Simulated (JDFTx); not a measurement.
## A series of single points on MnS

System: MnS (2 atoms in the cell).
Method: Kohn-Sham DFT of a periodic cell, LDA, PseudoDojo-SR-LDA-0.4.1-standard, spin-polarised (JDFTx 1.7.0 (patched build)).

The 7 runs differ only in the geometry, by an even scaling of the cell at fixed fractional positions. The structure derives from a Materials Project entry.

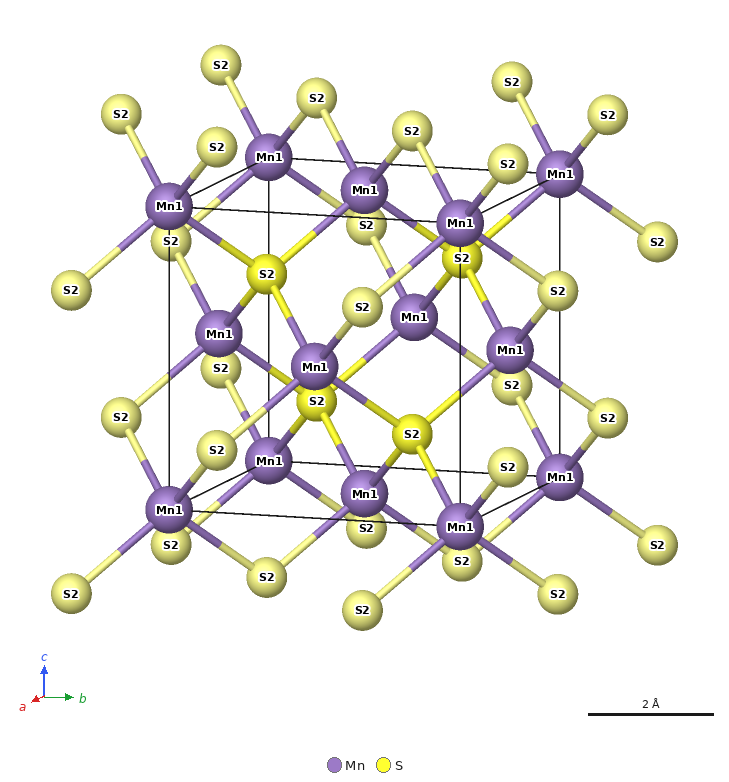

Figure 1. The structure of run 4 (ball-and-stick view of the cell 4 times as large as that of the calculation, set on its symmetry axes, seen slightly off an axis; neighbours outside the cell are drawn fainter; atoms are numbered from 1 in the order of the input). An atom can appear more than once, as a periodic image.

**Input of run 4**
```
lattice Face-Centered Cubic 9.3483368828
coords-type Lattice
ion Mn     0.0000000000     0.0000000000     0.0000000000 1
ion S      0.7500000000     0.7500000000     0.7500000000 1

ion-species pseudo/Mn.upf
ion-species pseudo/S.upf
elec-cutoff 48 384
elec-ex-corr lda-PW
kpoint-folding 9 9 9
elec-smearing Fermi 0.0018374661
elec-n-bands 19
spintype z-spin
initial-magnetic-moments Mn 4
elec-initial-magnetization 4 no
electronic-SCF nIterations 100 energyDiffThreshold 1e-09
electronic-minimize nIterations 30 energyDiffThreshold 1e-7
forces-output-coords Cartesian

dump-name run.$VAR
dump End Ecomponents EigStats BandEigs Kpoints Forces Stress ElecDensity Dtot
```

Command:
```bash
jdftx -c 2 -i MnS.in -o MnS.out
```

Lattice vectors (Å) and fractional positions of run 4:
```
   0.000000    2.473463    2.473463
   2.473463    0.000000    2.473463
   2.473463    2.473463    0.000000
Mn  0.000000  0.000000  0.000000
S   0.750000  0.750000  0.750000
```

Run 5 has the same physical settings and fractional positions; its lattice vectors (Å) are:
```
   0.000000    2.489844    2.489844
   2.489844    0.000000    2.489844
   2.489844    2.489844    0.000000
```

**Results, with one run withheld**

| run | volume per atom (Å³) | free energy per atom, from the lowest run given (meV) | pressure (GPa) |
| --- | --- | --- | --- |
| 1 | 14.225 | 0.89 | 2.23 |
| 2 | 14.527 | 0.00 | −1.25 |
| 3 | 14.830 | 5.29 | −4.33 |
| 4 | 15.133 | 16.07 | −7.08 |
| 5 | 15.435 | ? | ? |
| 6 | 15.738 | 52.39 | −11.84 |
| 7 | 16.041 | 75.78 | −13.65 |

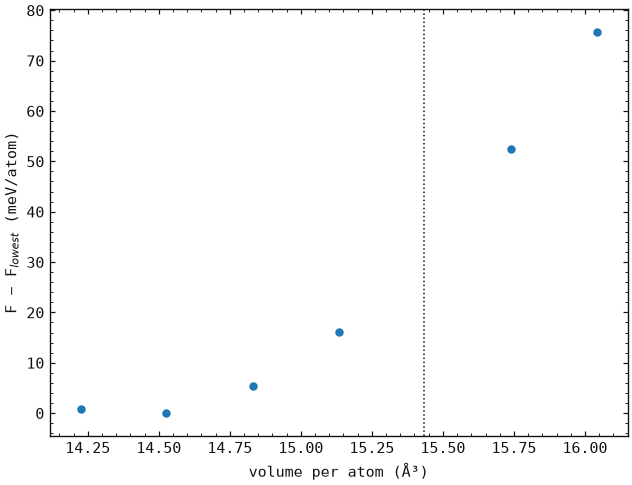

Figure 2. Free energy per atom of the runs given; the dotted line marks run 5.

Fit the runs given and predict run 5.

A cubic polynomial in V^(−2/3) (the Birch–Murnaghan form), fitted to the 6 runs given, misses them by at most 0.22 meV per atom. With x = V^(−2/3) − 0.16398 Å⁻², it reads F = 13.141 − 5629 x + 5.6296e+05 x² + 3.3219e+06 x³ (meV per atom). At run 5 it gives 32.12 meV per atom, and the run itself gives 31.77. The slope of the fit gives a pressure −dF/dV of −9.56 GPa there, and the run prints −9.53 GPa. The fit has its minimum at 14.422 Å³ per atom, where V d²F/dV² gives 172 GPa: the bulk modulus at this level, since symmetry fixes the shape and the positions.

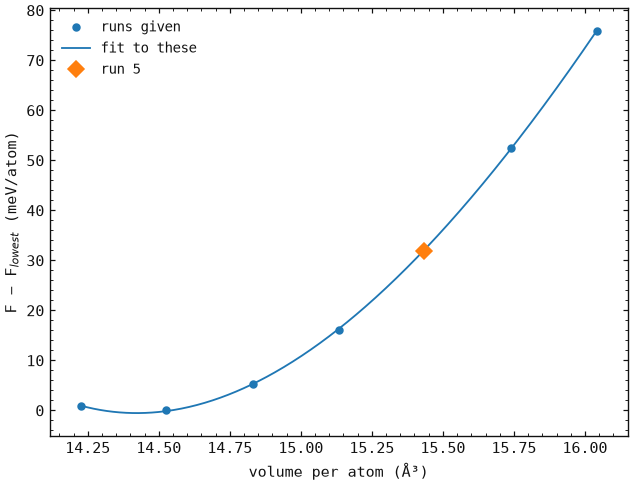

Figure 3. The fit and the withheld run.

**Some lines of the output (run 5)**
```
[...]
unit cell volume = 208.326
     Etot =     -114.2936736061914189
        F =     -114.2944526468698143
	HOMO-LUMO gap: +0.000197
	Optical gap  : +0.003494 at state 55 ( [ +0.000000 +0.333333 +0.444444 ] spin -1 )
```
